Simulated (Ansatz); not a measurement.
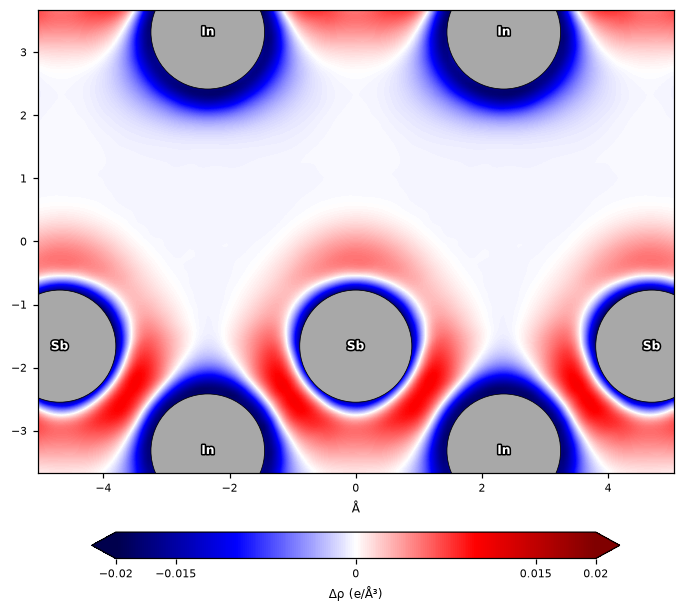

InSb. Difference of the valence pseudo-densities of two functionals at the same geometry, on the (11̄0) plane of the calculation cell: one of LDA and r2SCAN less the other.

Space group F-43m.

Both computed with Ansatz (plane waves, PAW), on the same k-point mesh. Grey discs cover the atomic cores.

Q: Which was subtracted from which, and what does the map show?

A: It is r2SCAN less LDA. Against LDA, r2SCAN gives less density around In (−0.015 e/Å³ on average at 1.1 Å from the nucleus) and a change of +0.009 e/Å³ at the midpoint of In–Sb.
